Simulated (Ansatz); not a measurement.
**Single-point calculation, with input and output: CoPtO2 (part 2 of 2)**

The same run, continued: CoPtO2 (R-3m, 4 atoms in the cell); DFT, PBE+U, PAW with Ansatz's default frozen-core files, scalar-relativistic, Ueff = 8 eV on Co d; Ueff = 8 eV on Pt d, spin-polarised (Ansatz 0.2.0); cutoff 420 eV, 12×12×12 k-mesh, Fermi–Dirac smearing of 0.05 eV, collinear spins. The structure derives from a Materials Project entry. It belongs to a series of runs on one base structure; here: U = 8 eV on Co d and Pt d, PAW files.

Geometry of the input (Å; fractional positions):
```
1.4123  0.8154  5.9394
-1.4123  0.8154  5.9394
0.0000  -1.6307  5.9394
Co 0.5000  0.5000  0.5000
Pt 0.0000  0.0000  0.0000
O  0.8878  0.8878  0.8878
O  0.1122  0.1122  0.1122
```

**What the program printed, continued**
```
k-points: 868 of 1728 (time reversal used)
Starting moments: Σ|m| = 3.6 μB on 2 of 4 sites
SCF iter   1: F=—  HF=-18772.727459 eV  |F-HF|=—  |Δ(HF+E_count)|=         —  Δρ=1.98e-1 (↑6.41e-2 ↓1.98e-1)  dr2=2.05e1  dr2_m=2.29e0  M=1.935 μB ∫|m|=1.953 μB  β_m=0.30  ethr=3.10e-3  ⟨swp⟩=5.4  Hψ=194398  notcnv=0
preconditioner: auto → Kerker (q_TF=auto, 2.791 Å⁻¹)  [metal: Δε(μ)=0.003 eV  Ē_g=14.347 eV  σ=0.050 eV  W_gap=0.01  n_scr=16 (ndim 8)  ℏωp=32.3 eV  f_vac=0.000  D(μ)=3.36/eV (n_scr^D=42)]
spin=Collinear: Kerker preconditioning applied to the charge; magnetization (m = ρ↑ − ρ↓) channel mixes plain (no charge-response kernel on spin).
SCF iter   2: F=—  HF=-18772.181442 eV  |F-HF|=—  |Δ(HF+E_count)|=   5.46e-1  Δρ=1.40e-1 (↑4.85e-2 ↓1.40e-1)  dr2=5.99e0  dr2_m=2.19e0  M=3.862 μB ∫|m|=3.863 μB  β_m=0.25  ethr=3.10e-3  ⟨swp⟩=3.0  Hψ=122625  notcnv=0  defer=3455
SCF iter   3: F=—  HF=-18772.016232 eV  |F-HF|=—  |Δ(HF+E_count)|=   1.65e-1  Δρ=6.97e-2 (↑3.67e-2 ↓6.97e-2)  dr2=1.17e0  dr2_m=7.06e-1  M=3.568 μB ∫|m|=3.568 μB  β_m=0.21  ethr=3.10e-3  ⟨swp⟩=2.1  Hψ=91089  notcnv=0  defer=3062
SCF iter   4: F=—  HF=-18772.584098 eV  |F-HF|=—  |Δ(HF+E_count)|=   5.68e-1  Δρ=6.88e-2 (↑3.58e-2 ↓6.88e-2)  dr2=9.82e-1  dr2_m=7.15e-1  M=3.770 μB ∫|m|=3.772 μB  β_m=0.81  ethr=2.48e-3  ⟨swp⟩=1.9  Hψ=63408  notcnv=0  defer=3080
SCF iter   5: F=—  HF=-18774.422744 eV  |F-HF|=—  |Δ(HF+E_count)|=    1.84e0  Δρ=8.45e-2 (↑2.77e-2 ↓8.45e-2)  dr2=2.61e0  dr2_m=6.98e-1  M=4.152 μB ∫|m|=4.156 μB  β_m=0.91  ethr=2.09e-3  ⟨swp⟩=2.1  Hψ=77976  notcnv=0  defer=3419
SCF iter   6: F=—  HF=-18774.202100 eV  |F-HF|=—  |Δ(HF+E_count)|=   2.21e-1  Δρ=4.75e-2 (↑9.04e-3 ↓4.75e-2)  dr2=9.91e-1  dr2_m=1.57e-1  M=4.153 μB ∫|m|=4.158 μB  β_m=0.85  ethr=2.09e-3  ⟨swp⟩=2.4  Hψ=98698  notcnv=0  defer=4076
SCF iter   7: F=—  HF=-18774.196366 eV  |F-HF|=—  |Δ(HF+E_count)|=   5.73e-3  Δρ=3.26e-2 (↑5.04e-3 ↓3.26e-2)  dr2=4.66e-1  dr2_m=8.76e-2  M=4.153 μB ∫|m|=4.158 μB  β_m=0.93  ethr=2.09e-3  ⟨swp⟩=2.0  Hψ=70960  notcnv=0  defer=4259
SCF iter   8: F=—  HF=-18774.292031 eV  |F-HF|=—  |Δ(HF+E_count)|=   9.57e-2  Δρ=1.43e-2 (↑3.11e-3 ↓1.43e-2)  dr2=1.24e-1  dr2_m=1.57e-2  M=4.153 μB ∫|m|=4.159 μB  β_m=0.96  ethr=9.91e-4  ⟨swp⟩=2.0  Hψ=58306  notcnv=0  defer=4334
SCF iter   9: F=—  HF=-18774.314489 eV  |F-HF|=—  |Δ(HF+E_count)|=         —  Δρ=6.50e-3 (↑3.43e-3 ↓6.50e-3)  dr2=3.60e-2  dr2_m=6.42e-3  M=4.153 μB ∫|m|=4.159 μB  β_m=0.96  ethr=2.63e-4  ⟨swp⟩=2.0  Hψ=75546  notcnv=0  defer=4337
Mixer restart at iter 9: flushing history
SCF iter  10: F=—  HF=-18772.107321 eV  |F-HF|=—  |Δ(HF+E_count)|=         —  Δρ=9.33e-3 (↑1.58e-3 ↓9.33e-3)  dr2=2.66e-2  dr2_m=7.43e-3  M=4.153 μB ∫|m|=4.157 μB  β_m=1.00  ethr=7.66e-5  ⟨swp⟩=2.4  Hψ=77890  notcnv=0  defer=4334
Mixer restart at iter 10: flushing history
SCF iter  11: F=—  HF=-18774.327605 eV  |F-HF|=—  |Δ(HF+E_count)|=    2.22e0  Δρ=4.63e-3 (↑3.77e-3 ↓4.63e-3)  dr2=1.50e-2  dr2_m=2.97e-4  M=4.153 μB ∫|m|=4.158 μB  β_m=0.96  ethr=1.06e-4  ⟨swp⟩=2.2  Hψ=112247  notcnv=0  defer=4136
SCF iter  12: F=—  HF=-18774.333660 eV  |F-HF|=—  |Δ(HF+E_count)|=   6.05e-3  Δρ=7.33e-3 (↑4.25e-3 ↓7.33e-3)  dr2=2.89e-2  dr2_m=1.25e-3  M=4.151 μB ∫|m|=4.157 μB  β_m=0.62  ethr=3.18e-5  ⟨swp⟩=2.3  Hψ=112652  notcnv=0  defer=3899
SCF iter  13: F=—  HF=-18774.324777 eV  |F-HF|=—  |Δ(HF+E_count)|=   8.88e-3  Δρ=5.81e-4 (↑5.81e-4 ↓5.64e-4)  dr2=1.23e-3  dr2_m=2.26e-5  M=4.153 μB ∫|m|=4.158 μB  β_m=0.85  ethr=3.18e-5  ⟨swp⟩=2.0  Hψ=102359  notcnv=0  defer=3899
SCF iter  14: F=—  HF=-18774.324847 eV  |F-HF|=—  |Δ(HF+E_count)|=   6.96e-5  Δρ=8.35e-4 (↑3.09e-4 ↓8.35e-4)  dr2=9.38e-4  dr2_m=3.49e-5  M=4.153 μB ∫|m|=4.159 μB  β_m=0.93  ethr=2.61e-6  ⟨swp⟩=2.5  Hψ=79340  notcnv=0  defer=3899
SCF iter  15: F=—  HF=-18774.324655 eV  |F-HF|=—  |Δ(HF+E_count)|=   1.92e-4  Δρ=2.19e-4 (↑2.05e-4 ↓2.19e-4)  dr2=1.24e-4  dr2_m=1.65e-6  M=4.152 μB ∫|m|=4.158 μB  β_m=0.95  ethr=2.00e-6  ⟨swp⟩=2.2  Hψ=70360  notcnv=0  defer=3899
SCF iter  16: F=—  HF=-18774.324641 eV  |F-HF|=—  |Δ(HF+E_count)|=   1.40e-5  Δρ=4.25e-4 (↑9.82e-5 ↓4.25e-4)  dr2=7.79e-5  dr2_m=1.29e-5  M=4.152 μB ∫|m|=4.158 μB  β_m=0.97  ethr=2.65e-7  ⟨swp⟩=2.1  Hψ=72641  notcnv=0  defer=3899
SCF iter  17: F=—  HF=-18774.324634 eV  |F-HF|=—  |Δ(HF+E_count)|=   6.64e-6  Δρ=4.32e-5 (↑3.38e-5 ↓4.32e-5)  dr2=2.46e-6  dr2_m=4.05e-8  M=4.152 μB ∫|m|=4.158 μB  β_m=0.99  ethr=1.66e-7  ⟨swp⟩=2.0  Hψ=72855  notcnv=0  defer=3899
SCF iter  18: F=—  HF=-18783.678079 eV  |F-HF|=—  |Δ(HF+E_count)|=         —  Δρ=1.03e-1 (↑6.19e-4 ↓1.03e-1)  dr2=8.42e-1  dr2_m=9.96e-1  M=4.146 μB ∫|m|=4.148 μB  β_m=1.00  ethr=5.24e-9  ⟨swp⟩=2.0  Hψ=90105  notcnv=0  defer=3899
Mixer restart at iter 18: flushing history
SCF iter  19: F=—  HF=-18774.314079 eV  |F-HF|=—  |Δ(HF+E_count)|=    9.36e0  Δρ=7.51e-3 (↑5.79e-3 ↓7.51e-3)  dr2=3.90e-2  dr2_m=6.55e-4  M=4.144 μB ∫|m|=4.146 μB  β_m=0.99  ethr=1.06e-4  ⟨swp⟩=3.1  Hψ=119924  notcnv=0  defer=3899
SCF iter  20: F=—  HF=-18774.310580 eV  |F-HF|=—  |Δ(HF+E_count)|=   3.50e-3  Δρ=2.92e-3 (↑2.09e-3 ↓2.92e-3)  dr2=8.36e-3  dr2_m=1.61e-4  M=4.140 μB ∫|m|=4.141 μB  β_m=0.99  ethr=8.29e-5  ⟨swp⟩=2.1  Hψ=107377  notcnv=0  defer=4157
SCF iter  21: F=—  HF=-18774.312713 eV  |F-HF|=—  |Δ(HF+E_count)|=   2.13e-3  Δρ=4.52e-3 (↑2.16e-3 ↓4.52e-3)  dr2=9.74e-3  dr2_m=6.72e-4  M=4.144 μB ∫|m|=4.146 μB  β_m=0.77  ethr=1.78e-5  ⟨swp⟩=2.0  Hψ=98381  notcnv=0  defer=4157
SCF iter  22: F=—  HF=-18774.310727 eV  |F-HF|=—  |Δ(HF+E_count)|=   1.99e-3  Δρ=8.77e-4 (↑4.08e-4 ↓8.77e-4)  dr2=4.67e-4  dr2_m=4.96e-5  M=4.141 μB ∫|m|=4.142 μB  β_m=0.89  ethr=1.78e-5  ⟨swp⟩=2.0  Hψ=98261  notcnv=0  defer=4161
SCF iter  23: F=—  HF=-18774.311296 eV  |F-HF|=—  |Δ(HF+E_count)|=         —  Δρ=4.43e-4 (↑1.28e-4 ↓4.43e-4)  dr2=6.26e-5  dr2_m=1.54e-5  M=4.140 μB ∫|m|=4.142 μB  ethr=9.93e-7  ⟨swp⟩=2.1  Hψ=83161  notcnv=0  defer=4161
Mixer restart at iter 23: flushing history
SCF iter  24: F=—  HF=-18774.324634 eV  |F-HF|=—  |Δ(HF+E_count)|=         —  Δρ=2.75e-5 (↑1.57e-5 ↓2.75e-5)  dr2=4.93e-7  dr2_m=2.26e-8  M=4.152 μB ∫|m|=4.158 μB  β_m=0.89  ethr=5.24e-9  ⟨swp⟩=4.3  Hψ=160232  notcnv=0  defer=3686
SCF iter  25: F=—  HF=-18774.324634 eV  |F-HF|=—  |Δ(HF+E_count)|=   1.10e-8  Δρ=1.82e-5 (↑9.88e-6 ↓1.82e-5)  dr2=1.92e-7  dr2_m=9.97e-9  M=4.152 μB ∫|m|=4.158 μB  β_m=0.74  ethr=1.05e-9  ⟨swp⟩=2.0  Hψ=105622  notcnv=0  defer=3558
iter 26 met the thresholds in force, and the SCF goes on: an eigenvalue changes by 1.41 meV, over its tolerance of 0.50 meV (output.eigenvalues, Limitations)
SCF iter  26: F=-18774.324634 eV  HF=-18774.324634 eV  |F-HF|=5.69e-8  |Δ(HF+E_count)|=   3.92e-8  Δρ=5.90e-6 (↑4.50e-6 ↓5.90e-6)  dr2=7.40e-8  dr2_m=7.18e-10  M=4.152 μB ∫|m|=4.158 μB  β_m=0.77  ethr=2.13e-10  ⟨swp⟩=6.2  Hψ=210509  notcnv=0
SCF iter  27: F=-18774.324634 eV  HF=-18774.324634 eV  |F-HF|=1.36e-8  |Δ(HF+E_count)|=   3.66e-9  Δρ=4.55e-6 (↑1.68e-6 ↓4.55e-6)  dr2=2.17e-8  dr2_m=1.40e-9  M=4.152 μB ∫|m|=4.158 μB  ethr=1.57e-10  ⟨swp⟩=1.9  Hψ=153853  notcnv=0
SCF 2 converged in 27 iterations: F = -18774.324634 eV  dr2 = 2.17e-8
  greatest PAW one-centre occupation: 1.002 electrons in one spin orbital (limit 2), on the Co atom at site 0 (counted from 0), in its partial waves of l = 1
an SCF from ferromagnetic starting moments (3.00, 0.60, 0.00, 0.00 Bohr magnetons, atom by atom) closed no lower than the state that the run had reached (+1051.62 meV in free energy), which stands; the SCF set out from the atoms and, under a Hubbard term, can stand on another filling of the shells than the run's state, so that by this SCF it is not known whether that order lies lower
SCF converged after 30 iterations
Magnetization: 0.1517 μB (23.5758 up, 23.4242 down)
Absolute magnetization: 0.2105 μB (∫|ρ↑−ρ↓|, with the PAW one-centre terms)
Spin contamination: 0.0035 ħ² per cell (⟨S²⟩ above its minimum at these occupations)
Per-site moments (μB) at R_I (Å): [(-0.007029260835713732, 0.7826291999317879), (0.10492683355740284, 0.8249929496042441), (-0.006672616197854483, 0.7826291999317879), (-0.006672616197854497, 0.782629199931788)]
Free energy (F): -18775.376250 eV
Harris-Foulkes:  -18775.376250 eV  (|F-HF|=8.73e-11)
Internal energy: -18775.374058 eV  (E = F + TS)
E sigma→0 (E₀):  -18775.375154 eV
Entropy (-TS):   -0.002193 eV (-0.548 meV/atom)
Fermi energy:    16.093114 eV
--- Per-component energies (eV) ---
  E_band       = -525.826280
  E_kinetic    = 1441.961689
  E_local      = -5685.528409  (includes V_loc(G=0)·N_el)
  E_nonlocal   = 750.639818
  E_hartree    = 2276.779745
  E_xc         = -567.133970
  E_vxc        = -694.854949  (∫ρ·V_xc dr)
  E_hubbard    = 6.231186  (on-site DFT+U / exact-exchange correction)
  E_vhub       = -51.942224  (the Hubbard potential's part of the band-sum identity)
  E_paw        = -11281.577941  (= ΣΔE_a)
  E_vpaw       = -839.666589  (= ΣTr[D̂ρ^β])
  E_aug_tail   = 0.005037  (compensation charges beyond the density's cutoff)
  E_ewald      = -5716.751213
  E_smearing   = -0.002193  (= −TS)
  E_closure    = 0.000000  (closes the sum)
  Σ components = -18775.376250   (vs F -18775.376250, Δ=0.00e0)
--- Forces (eV/Å), atoms counted from 1 ---
  atom   1  Co     0.00000000     0.00000000    -0.00000000
  atom   2  Pt    -0.00000000     0.00000000     0.00000000
  atom   3  O      0.00000000     0.00000000    -0.21744671
  atom   4  O      0.00000000    -0.00000000     0.21744671
  max |Σ_I F_I| component: 2.78e-17 eV/Å
--- Stress (GPa, compression-positive) ---
       12.181445       0.000000       0.000000
        0.000000      12.181445       0.000000
       -0.000000       0.000000      12.925834
  P = ⅓ Tr σ = 12.4296 GPa (124.296 kbar)
--- Band table (eV; the first three rows and the last of 378) ---
  k-point 0 ↑: bands = ["-81.1726", "-80.1899", "-43.4710", "-43.4710", "-43.3599", "-36.0697", "-35.0158", "-35.0158", "-5.1300", "-3.1039", "6.0608", "8.7676", "8.7676", "9.7452", "10.3295", "10.3295", "10.7522", "10.7522", "11.2529", "12.0600", "12.5119", "12.5119", "13.2619", "13.2619", "18.4336", "18.4336", "19.3833", "22.2090", "25.4306", "28.0549"]
  k-point 1 ↑: bands = ["-81.1714", "-80.1894", "-43.4761", "-43.4722", "-43.3592", "-36.0680", "-35.0364", "-35.0211", "-5.0457", "-3.0953", "6.1734", "8.5559", "8.8397", "9.8917", "10.2222", "10.4796", "10.5222", "10.7168", "11.2196", "12.2291", "12.3247", "12.4328", "13.1330", "13.3948", "18.2709", "18.3951", "19.5091", "22.6355", "25.6242", "28.4006"]
  k-point 2 ↑: bands = ["-81.1688", "-80.1877", "-43.4900", "-43.4755", "-43.3572", "-36.0626", "-35.0921", "-35.0354", "-4.8067", "-3.0706", "6.4907", "8.0593", "9.0435", "9.6540", "9.8592", "10.5097", "10.5253", "11.0267", "11.3661", "11.9912", "12.1035", "12.5191", "13.0008", "13.5617", "17.9442", "18.3050", "19.7828", "23.6710", "26.1661", "29.2972"]
  k-point 188 ↓: bands = ["-81.0913", "-80.1991", "-43.4737", "-43.4737", "-43.3826", "-35.9383", "-34.9362", "-34.9362", "-4.8975", "-3.4636", "7.0207", "8.8843", "8.8843", "9.5412", "10.5469", "10.5469", "10.7000", "10.9536", "10.9536", "11.4276", "11.4276", "12.3945", "14.2662", "14.2662", "18.1605", "18.1605", "21.1277", "21.1374", "25.1300", "28.0283"]
Occupation matrices written to [file]
--- Löwdin populations: 4 sites ---
  site symbol       q [e]    m [muB]
     0     Co     15.8168    -0.0088
     1     Pt     17.6073     0.1684
     2      O      6.7027    -0.0069
     3      O      6.7027    -0.0069
  spilling = 0.003627 (of n_electrons = 47.000000)
--- Occupation matrices: 2 shells (run DFT+U table (all-electron-ortho-atomic); ε = 3.63e-4) ---
  Co0 d_3D: site group D3d (-3m)
  Co0 d_3D up     Tr n = 3.6336  λ = 0.324 0.324 0.995 0.995 0.995  [2× xz 0.33 Eg(1.00) | 3× z2 0.33 Eg(0.67)]
  Co0 d_3D dn     Tr n = 3.6421  λ = 0.328 0.328 0.995 0.995 0.995  [2× xz 0.32 Eg(1.00) | 3× z2 0.33 Eg(0.67)]
  Pt1 d_5D: site group D3d (-3m)
  Pt1 d_5D up     Tr n = 4.4798  λ = 0.549 0.976 0.976 0.990 0.990  [z2 1.00 A1g(1.00) | 2× x2-y2 0.50 Eg(1.00) | 2× xz 0.50 Eg(1.00)]
  Pt1 d_5D dn     Tr n = 4.3457  λ = 0.438 0.964 0.964 0.989 0.989  [z2 1.00 A1g(1.00) | 2× x2-y2 0.50 Eg(1.00) | 2× xz 0.50 Eg(1.00)]
  Tr n, λ and their labels are of the run-group-symmetrised matrices; stabiliser: 12 of 24 elements of G0×{1,Θ} (closed), max defect 4.5e-15 at τ = 7.7e-5
```

**File occupations.tsv**
```
# site	symbol	l	channel	k	occupation	cluster	real_ylm_label	real_ylm_weight	cubic_label	cubic_weight	pseudocubic_irrep	site_irrep	w_site_irrep	cell_site_irrep	w_cell_site_irrep
# projection_atom_Co: [Ne] 3s2 3p6 3d7 4s2
# projection_atom_Pt: [Kr 4d10 4f14] 5s2 5p6 5d9 6s1
# projection_atom_O: [He] 2s2 2p4
# site_irrep/w_site_irrep = the cluster's dominant irrep under the shell's site group (Mulliken, in the setting of the per-shell frame z, x; double-valued rows on a spinor block under rep=spin_orbital) and its weight, the cluster's purity; - without a site group
# cell_site_irrep/w_cell_site_irrep = the same under the site's group on the run's cell, the crystal's operations that keep its lattice, with its own per-shell comment where it differs; - as there, and where that group is no smaller or either group is refused
# per-shell comment: orbit = the lowest-index site symmetry-equivalent to the shell's (equal orbit: frames transported one onto the other, site_irrep comparable row by row); site group = Schoenflies (Hermann-Mauguin) with its order |G| and the Cartesian reference frame z, x its Mulliken setting refers to; rep = the representation it acts by
# run-wide comments: labels = the matrices that occupation, Tr n and the labels are of; stabiliser = how many of the operations of the cell's group, counted once without and once with time reversal, leave the matrices, ahead of any post-hoc average, as they are within tolerance, on spinors without spin-orbit coupling up to a turn of all spins (closed: these form a group); max_defect = the most by which one of these changes a shell's matrix (Frobenius norm, both spins together: an unpolarised matrix counts once for each spin)
# basis = run DFT+U table (all-electron-ortho-atomic)
# labels = run-group-symmetrised matrices
# epsilon = 3.633521e-4 provisional = false under_converged = false
# stabiliser = 12/24 closed max_defect = 4.518680e-15 tolerance = 7.707862e-5
# site 0 Co l=2_3D: orbit=0, site group D3d (-3m), |G|=12, z=[0.000000, 0.000000, 1.000000], x=[1.000000, 0.000000, 0.000000], rep=spin
0	Co	2_3D	up	0	0.323960	0	xz	0.3261	xz	0.3261	-	Eg	1.0000	-	-
0	Co	2_3D	up	1	0.323960	0	xz	0.3261	xz	0.3261	-	Eg	1.0000	-	-
0	Co	2_3D	up	2	0.995120	1	z2	0.3333	z2	0.3333	-	Eg	0.6667	-	-
0	Co	2_3D	up	3	0.995120	1	z2	0.3333	z2	0.3333	-	Eg	0.6667	-	-
0	Co	2_3D	up	4	0.995457	1	z2	0.3333	z2	0.3333	-	Eg	0.6667	-	-
# Tr n = 3.633617
0	Co	2_3D	dn	0	0.327852	0	xz	0.3216	xz	0.3216	-	Eg	1.0000	-	-
0	Co	2_3D	dn	1	0.327852	0	xz	0.3216	xz	0.3216	-	Eg	1.0000	-	-
0	Co	2_3D	dn	2	0.995446	1	z2	0.3333	z2	0.3333	-	Eg	0.6667	-	-
0	Co	2_3D	dn	3	0.995477	1	z2	0.3333	z2	0.3333	-	Eg	0.6667	-	-
0	Co	2_3D	dn	4	0.995477	1	z2	0.3333	z2	0.3333	-	Eg	0.6667	-	-
# Tr n = 3.642103
# site 1 Pt l=2_5D: orbit=1, site group D3d (-3m), |G|=12, z=[0.000000, 0.000000, 1.000000], x=[1.000000, 0.000000, 0.000000], rep=spin
1	Pt	2_5D	up	0	0.548749	0	z2	1.0000	z2	1.0000	-	A1g	1.0000	-	-
1	Pt	2_5D	up	1	0.975823	1	x2-y2	0.4962	x2-y2	0.4962	-	Eg	1.0000	-	-
1	Pt	2_5D	up	2	0.975823	1	x2-y2	0.4962	x2-y2	0.4962	-	Eg	1.0000	-	-
1	Pt	2_5D	up	3	0.989679	2	xz	0.4962	xz	0.4962	-	Eg	1.0000	-	-
1	Pt	2_5D	up	4	0.989679	2	xz	0.4962	xz	0.4962	-	Eg	1.0000	-	-
# Tr n = 4.479752
1	Pt	2_5D	dn	0	0.438291	0	z2	1.0000	z2	1.0000	-	A1g	1.0000	-	-
1	Pt	2_5D	dn	1	0.964324	1	x2-y2	0.4981	x2-y2	0.4981	-	Eg	1.0000	-	-
1	Pt	2_5D	dn	2	0.964324	1	x2-y2	0.4981	x2-y2	0.4981	-	Eg	1.0000	-	-
1	Pt	2_5D	dn	3	0.989370	2	xz	0.4981	xz	0.4981	-	Eg	1.0000	-	-
1	Pt	2_5D	dn	4	0.989370	2	xz	0.4981	xz	0.4981	-	Eg	1.0000	-	-
# Tr n = 4.345678
```

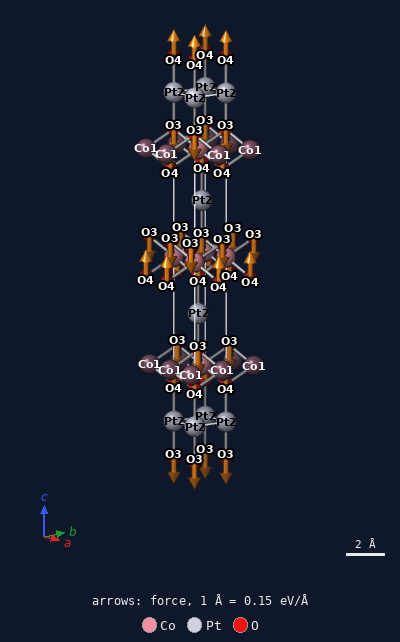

Figure 1. Forces on the atoms as orange arrows (ball-and-stick view of the cell 3 times as large as that of the calculation, set on its symmetry axes, seen slightly off an axis; neighbours outside the cell are drawn fainter; atoms are numbered from 1 in the order of the input). The largest act on O3, O4 (0.22 eV/Å). The geometry is not a stationary point of this energy.

**Key numbers**

| quantity | value |
| --- | --- |
| outcome | converged |
| space group (tolerance 0.01 Å) | R-3m (166) |
| electrons treated | 47 |
| free energy | −18775.3763 eV |
| Fermi energy | 16.093 eV |
| net moment of the cell | 0.15 μB |
| integrated absolute moment | 0.21 μB |
| pressure | 12.43 GPa |
| largest force (length of the vector) | 0.217 eV/Å |
| hardware | 2 threads of Intel Xeon (Granite Rapids), 32 GiB of memory available, shared host |
| wall time | 5.1 min (CPU time 9.9 min) |
| peak memory | 3.5 GiB |

**Notes**

Spin–orbit coupling is left out, which matters for Pt. The cell is under a pressure of 12.4 GPa at this level, so it is not at its equilibrium volume.
